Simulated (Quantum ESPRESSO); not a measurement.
Mn: single-point calculation

Mn (2 atoms in the cell), computed with Kohn-Sham DFT of a periodic cell, PBE, SSSP 1.3 efficiency PBE, spin-polarised (Quantum ESPRESSO 7.5).

The structure derives from a Materials Project entry. The volume is scaled by 0.96.

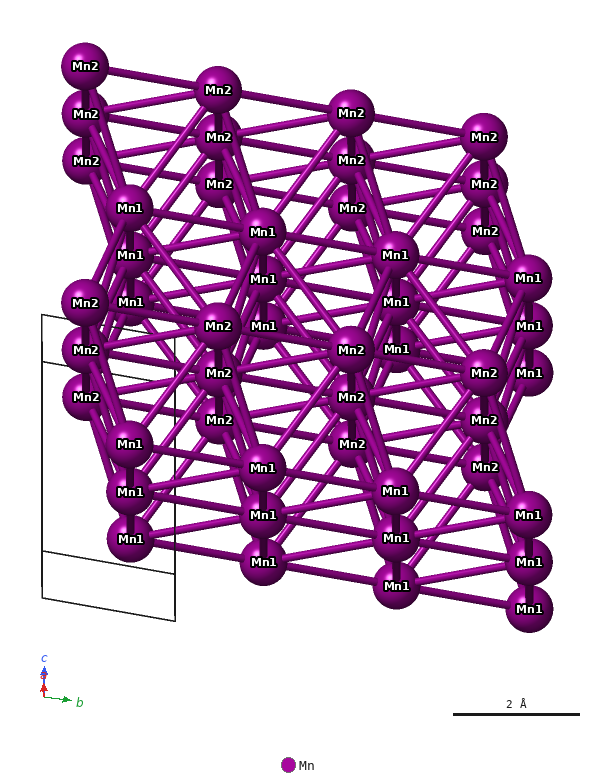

The structure (ball-and-stick view of the cell of the calculation, repeated 3 × 4 × 2, seen at an oblique angle; atoms are numbered from 1 in the order of the input). Near neighbours in the crystal (not all of them lie inside the picture): Mn has 12 Mn at 2.44 to 2.45 Å.

The input
```
&CONTROL
  calculation = 'scf'
  prefix = 'pwscf'
  outdir = './tmp'
  pseudo_dir = './pseudo'
  tprnfor = .true.
  tstress = .true.
  disk_io = 'nowf'
/
&SYSTEM
  ibrav = 0
  nat = 2
  ntyp = 1
  ecutwfc = 65
  ecutrho = 780
  nbnd = 25
  occupations = 'smearing'
  smearing = 'fd'
  degauss = 0.00367493
  nspin = 2
  starting_magnetization(1) = 0.2667
/
&ELECTRONS
  conv_thr = 4d-10
  electron_maxstep = 120
  mixing_beta = 0.3
/
ATOMIC_SPECIES
Mn    54.9380 mn_pbe_v1.5.uspp.F.UPF
CELL_PARAMETERS angstrom
   2.4500788750    0.0000000000    0.0000000000
  -1.2250394376    2.1218305471    0.0000000000
   0.0000000000    0.0000000000    3.9717802890
ATOMIC_POSITIONS crystal
Mn     0.3333333333    0.6666666667    0.2500000000
Mn     0.6666666667    0.3333333333    0.7500000000
K_POINTS automatic
12 12 7 0 0 0
```

Run as:
```bash
OMP_NUM_THREADS=1 mpirun -n 2 pw.x -nk 2 -in pw.in > pw.out
```

Log
```
This program is part of the open-source Quantum ESPRESSO suite
     for quantum simulation of materials; please cite
         "P. Giannozzi et al., J. Phys.:Condens. Matter 21 395502 (2009);
         "P. Giannozzi et al., J. Phys.:Condens. Matter 29 465901 (2017);
         "P. Giannozzi et al., J. Chem. Phys. 152 154105 (2020);
          URL
     in publications or presentations arising from this work. More details at

     Message from routine setup:
     using ibrav=0 with symmetry is DISCOURAGED, use correct ibrav instead

     K-points division:     npool     =       2
     Subspace diagonalization in iterative solution of the eigenvalue problem:
     a serial algorithm will be used

     G-vector sticks info
     --------------------
     sticks:   dense  smooth     PW     G-vecs:    dense   smooth      PW
     Sum        1159     379    121                51313     9897    1761

     Using Slab Decomposition

     bravais-lattice index     =            0
     lattice parameter (alat)  =       4.6300  a.u.
     unit-cell volume          =     139.3390 (a.u.)^3
     number of atoms/cell      =            2
     number of atomic types    =            1
     number of electrons       =        30.00
     number of Kohn-Sham states=           25
     kinetic-energy cutoff     =      65.0000  Ry
     charge density cutoff     =     780.0000  Ry
     scf convergence threshold =      4.0E-10
     mixing beta               =       0.3000
     number of iterations used =            8  plain     mixing
     Exchange-correlation=  SLA  PW   PBX  PBC
                           (   1   4   3   4   0   0   0)

     celldm(1)=   4.629978  celldm(2)=   0.000000  celldm(3)=   0.000000
     celldm(4)=   0.000000  celldm(5)=   0.000000  celldm(6)=   0.000000

     crystal axes: (cart. coord. in units of alat)
               a(1) = (   1.000000   0.000000   0.000000 )
               a(2) = (  -0.500000   0.866025   0.000000 )
               a(3) = (   0.000000   0.000000   1.621083 )

     reciprocal axes: (cart. coord. in units 2 pi/alat)
               b(1) = (  1.000000  0.577350 -0.000000 )
               b(2) = (  0.000000  1.154701  0.000000 )
               b(3) = (  0.000000 -0.000000  0.616872 )

     PseudoPot. # 1 for Mn read from file:
     mn_pbe_v1.5.uspp.F.UPF
     Pseudo is Ultrasoft + core correction, Zval = 15.0
     Generated by new atomic code, or converted to UPF format
     Using radial grid of  859 points,  6 beta functions with:
                l(1) =   0
                l(2) =   0
                l(3) =   1
                l(4) =   1
                l(5) =   2
                l(6) =   2
     Q(r) pseudized with  8 coefficients,  rinner =    0.950   0.950   0.950
                                                       0.950   0.950

     atomic species   valence    mass     pseudopotential
     Mn               15.00    54.93800     Mn( 1.00)

     Starting magnetic structure
     atomic species   magnetization
     Mn              0.267

     24 Sym. Ops., with inversion, found (12 have fractional translation)

   Cartesian axes

     site n.     atom                  positions (alat units)
         1        Mn     tau(   1) = (  -0.0000000   0.5773503   0.4052707  )
         2        Mn     tau(   2) = (   0.5000000   0.2886751   1.2158120  )

     number of k points=    76  Fermi-Dirac smearing, width (Ry)=  0.0037
                       cart. coord. in units 2pi/alat
        k(    1) = (   0.0000000   0.0000000   0.0000000), wk =   0.0009921
        k(    2) = (   0.0000000   0.0000000   0.0881245), wk =   0.0019841
        k(    3) = (   0.0000000   0.0000000   0.1762491), wk =   0.0019841
        k(    4) = (   0.0000000   0.0000000   0.2643736), wk =   0.0019841
        k(    5) = (   0.0000000   0.0962250   0.0000000), wk =   0.0059524
        k(    6) = (   0.0000000   0.0962250   0.0881245), wk =   0.0119048
        k(    7) = (   0.0000000   0.0962250   0.1762491), wk =   0.0119048
        k(    8) = (   0.0000000   0.0962250   0.2643736), wk =   0.0119048
        k(    9) = (   0.0000000   0.1924501   0.0000000), wk =   0.0059524
        k(   10) = (   0.0000000   0.1924501   0.0881245), wk =   0.0119048
        k(   11) = (   0.0000000   0.1924501   0.1762491), wk =   0.0119048
        k(   12) = (   0.0000000   0.1924501   0.2643736), wk =   0.0119048
        k(   13) = (   0.0000000   0.2886751   0.0000000), wk =   0.0059524
        k(   14) = (   0.0000000   0.2886751   0.0881245), wk =   0.0119048
        k(   15) = (   0.0000000   0.2886751   0.1762491), wk =   0.0119048
        k(   16) = (   0.0000000   0.2886751   0.2643736), wk =   0.0119048
        k(   17) = (   0.0000000   0.3849002   0.0000000), wk =   0.0059524
        k(   18) = (   0.0000000   0.3849002   0.0881245), wk =   0.0119048
        k(   19) = (   0.0000000   0.3849002   0.1762491), wk =   0.0119048
        k(   20) = (   0.0000000   0.3849002   0.2643736), wk =   0.0119048
        k(   21) = (   0.0000000   0.4811252   0.0000000), wk =   0.0059524
        k(   22) = (   0.0000000   0.4811252   0.0881245), wk =   0.0119048
        k(   23) = (   0.0000000   0.4811252   0.1762491), wk =   0.0119048
        k(   24) = (   0.0000000   0.4811252   0.2643736), wk =   0.0119048
        k(   25) = (   0.0000000  -0.5773503   0.0000000), wk =   0.0029762
        k(   26) = (   0.0000000  -0.5773503   0.0881245), wk =   0.0059524
        k(   27) = (   0.0000000  -0.5773503   0.1762491), wk =   0.0059524
        k(   28) = (   0.0000000  -0.5773503   0.2643736), wk =   0.0059524
        k(   29) = (   0.0833333   0.1443376   0.0000000), wk =   0.0059524
        k(   30) = (   0.0833333   0.1443376   0.0881245), wk =   0.0119048
        k(   31) = (   0.0833333   0.1443376   0.1762491), wk =   0.0119048
        k(   32) = (   0.0833333   0.1443376   0.2643736), wk =   0.0119048
        k(   33) = (   0.0833333   0.2405626   0.0000000), wk =   0.0119048
        k(   34) = (   0.0833333   0.2405626   0.0881245), wk =   0.0238095
        k(   35) = (   0.0833333   0.2405626   0.1762491), wk =   0.0238095
        k(   36) = (   0.0833333   0.2405626   0.2643736), wk =   0.0238095
        k(   37) = (   0.0833333   0.3367877   0.0000000), wk =   0.0119048
        k(   38) = (   0.0833333   0.3367877   0.0881245), wk =   0.0238095
        k(   39) = (   0.0833333   0.3367877   0.1762491), wk =   0.0238095
        k(   40) = (   0.0833333   0.3367877   0.2643736), wk =   0.0238095
        k(   41) = (   0.0833333   0.4330127   0.0000000), wk =   0.0119048
        k(   42) = (   0.0833333   0.4330127   0.0881245), wk =   0.0238095
        k(   43) = (   0.0833333   0.4330127   0.1762491), wk =   0.0238095
        k(   44) = (   0.0833333   0.4330127   0.2643736), wk =   0.0238095
        k(   45) = (   0.0833333   0.5292377   0.0000000), wk =   0.0119048
        k(   46) = (   0.0833333   0.5292377   0.0881245), wk =   0.0238095
        k(   47) = (   0.0833333   0.5292377   0.1762491), wk =   0.0238095
        k(   48) = (   0.0833333   0.5292377   0.2643736), wk =   0.0238095
        k(   49) = (   0.1666667   0.2886751   0.0000000), wk =   0.0059524
        k(   50) = (   0.1666667   0.2886751   0.0881245), wk =   0.0119048
        k(   51) = (   0.1666667   0.2886751   0.1762491), wk =   0.0119048
        k(   52) = (   0.1666667   0.2886751   0.2643736), wk =   0.0119048
        k(   53) = (   0.1666667   0.3849002   0.0000000), wk =   0.0119048
        k(   54) = (   0.1666667   0.3849002   0.0881245), wk =   0.0238095
        k(   55) = (   0.1666667   0.3849002   0.1762491), wk =   0.0238095
        k(   56) = (   0.1666667   0.3849002   0.2643736), wk =   0.0238095
        k(   57) = (   0.1666667   0.4811252   0.0000000), wk =   0.0119048
        k(   58) = (   0.1666667   0.4811252   0.0881245), wk =   0.0238095
        k(   59) = (   0.1666667   0.4811252   0.1762491), wk =   0.0238095
        k(   60) = (   0.1666667   0.4811252   0.2643736), wk =   0.0238095
        k(   61) = (   0.1666667   0.5773503   0.0000000), wk =   0.0059524
        k(   62) = (   0.1666667   0.5773503   0.0881245), wk =   0.0119048
        k(   63) = (   0.1666667   0.5773503   0.1762491), wk =   0.0119048
        k(   64) = (   0.1666667   0.5773503   0.2643736), wk =   0.0119048
        k(   65) = (   0.2500000   0.4330127   0.0000000), wk =   0.0059524
        k(   66) = (   0.2500000   0.4330127   0.0881245), wk =   0.0119048
        k(   67) = (   0.2500000   0.4330127   0.1762491), wk =   0.0119048
        k(   68) = (   0.2500000   0.4330127   0.2643736), wk =   0.0119048
        k(   69) = (   0.2500000   0.5292377   0.0000000), wk =   0.0119048
        k(   70) = (   0.2500000   0.5292377   0.0881245), wk =   0.0238095
        k(   71) = (   0.2500000   0.5292377   0.1762491), wk =   0.0238095
        k(   72) = (   0.2500000   0.5292377   0.2643736), wk =   0.0238095
        k(   73) = (   0.3333333   0.5773503   0.0000000), wk =   0.0019841
        k(   74) = (   0.3333333   0.5773503   0.0881245), wk =   0.0039683
        k(   75) = (   0.3333333   0.5773503   0.1762491), wk =   0.0039683
        k(   76) = (   0.3333333   0.5773503   0.2643736), wk =   0.0039683

     Dense  grid:    51313 G-vectors     FFT dimensions: (  45,  45,  72)

     Smooth grid:     9897 G-vectors     FFT dimensions: (  24,  24,  40)

     Check: negative core charge=   -0.000024
     Generating pointlists ...
     new r_m :   0.4105 (alat units)  1.9006 (a.u.) for type    1

     Initial potential from superposition of free atoms

     starting charge      28.9998, renormalised to      30.0000
     Starting wfcs are   26 randomized atomic wfcs

     Self-consistent Calculation

     iteration #  1     ecut=    65.00 Ry     beta= 0.30
     Davidson diagonalization with overlap
     ethr =  1.00E-02,  avg # of iterations =  5.0

     total energy              =    -421.91357087 Ry
     estimated scf accuracy    <       2.59413871 Ry

     total magnetization       =     3.04 Bohr mag/cell
     absolute magnetization    =     3.07 Bohr mag/cell

     iteration #  2     ecut=    65.00 Ry     beta= 0.30
     Davidson diagonalization with overlap
     ethr =  8.65E-03,  avg # of iterations =  1.9

     total energy              =    -422.29179833 Ry
     estimated scf accuracy    <       0.08126737 Ry

     total magnetization       =     4.25 Bohr mag/cell
     absolute magnetization    =     4.27 Bohr mag/cell

     iteration #  3     ecut=    65.00 Ry     beta= 0.30
     Davidson diagonalization with overlap
     ethr =  2.71E-04,  avg # of iterations =  2.3

     total energy              =    -422.33638796 Ry
     estimated scf accuracy    <       0.05534707 Ry

     total magnetization       =     3.77 Bohr mag/cell
     absolute magnetization    =     3.78 Bohr mag/cell

     iteration #  4     ecut=    65.00 Ry     beta= 0.30
     Davidson diagonalization with overlap
     ethr =  1.84E-04,  avg # of iterations =  1.5

     total energy              =    -422.37931715 Ry
     estimated scf accuracy    <       0.02495333 Ry

     total magnetization       =     2.14 Bohr mag/cell
     absolute magnetization    =     2.19 Bohr mag/cell

     iteration #  5     ecut=    65.00 Ry     beta= 0.30
     Davidson diagonalization with overlap
     ethr =  8.32E-05,  avg # of iterations =  1.7

     total energy              =    -422.36195794 Ry
     estimated scf accuracy    <       0.01435334 Ry

     total magnetization       =     1.13 Bohr mag/cell
     absolute magnetization    =     1.18 Bohr mag/cell

     iteration #  6     ecut=    65.00 Ry     beta= 0.30
     Davidson diagonalization with overlap
     ethr =  4.78E-05,  avg # of iterations =  2.2

     total energy              =    -422.38329886 Ry
     estimated scf accuracy    <       0.00350434 Ry

     total magnetization       =    -0.51 Bohr mag/cell
     absolute magnetization    =     0.51 Bohr mag/cell

     iteration #  7     ecut=    65.00 Ry     beta= 0.30
     Davidson diagonalization with overlap
     ethr =  1.17E-05,  avg # of iterations =  1.9

     total energy              =    -422.40374159 Ry
     estimated scf accuracy    <       0.00291798 Ry

     total magnetization       =     0.66 Bohr mag/cell
     absolute magnetization    =     0.68 Bohr mag/cell

     iteration #  8     ecut=    65.00 Ry     beta= 0.30
     Davidson diagonalization with overlap
     ethr =  9.73E-06,  avg # of iterations =  1.5

     total energy              =    -422.40373200 Ry
     estimated scf accuracy    <       0.00026911 Ry

     total magnetization       =     0.15 Bohr mag/cell
     absolute magnetization    =     0.16 Bohr mag/cell

     iteration #  9     ecut=    65.00 Ry     beta= 0.30
     Davidson diagonalization with overlap
     ethr =  8.97E-07,  avg # of iterations =  2.3

     total energy              =    -422.40592696 Ry
     estimated scf accuracy    <       0.00142358 Ry

     total magnetization       =     0.52 Bohr mag/cell
     absolute magnetization    =     0.54 Bohr mag/cell

     iteration # 10     ecut=    65.00 Ry     beta= 0.30
     Davidson diagonalization with overlap
     ethr =  8.97E-07,  avg # of iterations =  2.2

     total energy              =    -422.40748283 Ry
     estimated scf accuracy    <       0.00025339 Ry

     total magnetization       =     0.17 Bohr mag/cell
     absolute magnetization    =     0.18 Bohr mag/cell

     iteration # 11     ecut=    65.00 Ry     beta= 0.30
     Davidson diagonalization with overlap
     ethr =  8.45E-07,  avg # of iterations =  2.0

     total energy              =    -422.40829653 Ry
     estimated scf accuracy    <       0.00002816 Ry

     total magnetization       =    -0.04 Bohr mag/cell
     absolute magnetization    =     0.04 Bohr mag/cell

     iteration # 12     ecut=    65.00 Ry     beta= 0.30
     Davidson diagonalization with overlap
     ethr =  9.39E-08,  avg # of iterations =  1.5

     total energy              =    -422.40834472 Ry
     estimated scf accuracy    <       0.00000256 Ry

     total magnetization       =     0.01 Bohr mag/cell
     absolute magnetization    =     0.01 Bohr mag/cell

     iteration # 13     ecut=    65.00 Ry     beta= 0.30
     Davidson diagonalization with overlap
     ethr =  8.54E-09,  avg # of iterations =  1.6

     total energy              =    -422.40834802 Ry
     estimated scf accuracy    <       0.00000015 Ry

     total magnetization       =    -0.00 Bohr mag/cell
     absolute magnetization    =     0.00 Bohr mag/cell

     iteration # 14     ecut=    65.00 Ry     beta= 0.30
     Davidson diagonalization with overlap
     ethr =  5.11E-10,  avg # of iterations =  2.0

     total energy              =    -422.40834819 Ry
     estimated scf accuracy    <       0.00000001 Ry

     total magnetization       =    -0.00 Bohr mag/cell
     absolute magnetization    =     0.00 Bohr mag/cell

     iteration # 15     ecut=    65.00 Ry     beta= 0.30
     Davidson diagonalization with overlap
     ethr =  3.48E-11,  avg # of iterations =  2.0

     total energy              =    -422.40834820 Ry
     estimated scf accuracy    <          4.2E-09 Ry

     total magnetization       =    -0.00 Bohr mag/cell
     absolute magnetization    =     0.00 Bohr mag/cell

     iteration # 16     ecut=    65.00 Ry     beta= 0.30
     Davidson diagonalization with overlap
     ethr =  1.41E-11,  avg # of iterations =  2.0

     total energy              =    -422.40834821 Ry
     estimated scf accuracy    <          4.5E-10 Ry

     total magnetization       =    -0.00 Bohr mag/cell
     absolute magnetization    =     0.00 Bohr mag/cell

     iteration # 17     ecut=    65.00 Ry     beta= 0.30
     Davidson diagonalization with overlap
     ethr =  1.49E-12,  avg # of iterations =  2.1

     Magnetic moment per site  (integrated on atomic sphere of radius R)
     atom   1 (R=0.410)  charge= 13.3953  magn=  0.0000
     atom   2 (R=0.410)  charge= 13.3953  magn=  0.0000

     End of self-consistent calculation

     Number of k-points >= 100: set verbosity='high' to print the bands.

     the Fermi energy is    20.9888 ev

!    total energy              =    -422.40834822 Ry
     estimated scf accuracy    <          9.7E-11 Ry
     smearing contrib. (-TS)   =      -0.00152668 Ry
     internal energy E=F+TS    =    -422.40682153 Ry

     The total energy is F=E-TS. E is the sum of the following terms:
     one-electron contribution =    -147.19907339 Ry
     hartree contribution      =      93.73466802 Ry
     xc contribution           =     -53.09108973 Ry
     ewald contribution        =    -315.85132644 Ry

     total magnetization       =     0.00 Bohr mag/cell
     absolute magnetization    =     0.00 Bohr mag/cell

     convergence has been achieved in  17 iterations

     Forces acting on atoms (cartesian axes, Ry/au):

     atom    1 type  1   force =    -0.00000000   -0.00000000    0.00000000
     atom    2 type  1   force =     0.00000000    0.00000000    0.00000000

     Total force =     0.000000     Total SCF correction =     0.000000

     Computing stress (Cartesian axis) and pressure

          total   stress  (Ry/bohr**3)                   (kbar)     P=      109.97
   0.00075530   0.00000000   0.00000000          111.11        0.00        0.00
   0.00000000   0.00075530   0.00000000            0.00      111.11        0.00
   0.00000000   0.00000000   0.00073213            0.00        0.00      107.70

=------------------------------------------------------------------------------=
   JOB DONE.
=------------------------------------------------------------------------------=
```

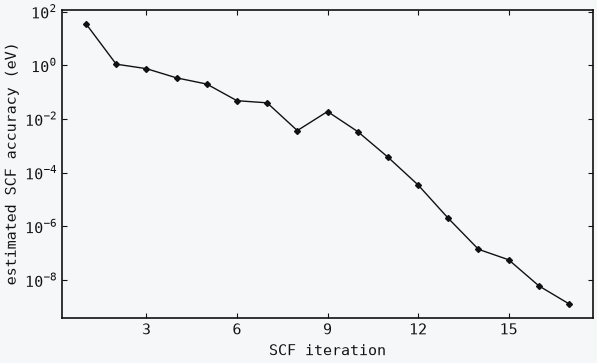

Convergence of the self-consistent field: estimated SCF accuracy against the iteration. The field takes 17 iterations in all.

Summary

```json
{"quantity": "outcome", "value": "converged"}
{"quantity": "space group (tolerance 0.01 Å)", "value": "P6₃/mmc (194)"}
{"quantity": "electrons treated", "value": "30"}
{"quantity": "free energy", "value": "−5747.1584 eV"}
{"quantity": "Fermi energy", "value": "20.989 eV"}
{"quantity": "gap on the k-point mesh", "value": "none (metallic)"}
{"quantity": "net moment of the cell", "value": "0.00 μB"}
{"quantity": "integrated absolute moment", "value": "0.00 μB"}
{"quantity": "pressure", "value": "11.00 GPa"}
{"quantity": "largest force (length of the vector)", "value": "under 0.001 eV/Å"}
{"quantity": "hardware", "value": "2 threads of Arm Neoverse N1, 16 GiB of memory available, shared host"}
{"quantity": "wall time", "value": "1.7 min (CPU time 3.4 min)"}
{"quantity": "peak memory", "value": "0.38 GiB"}
```

Remarks

The cell is under a pressure of 11.0 GPa at this level, so it is not at its equilibrium volume.
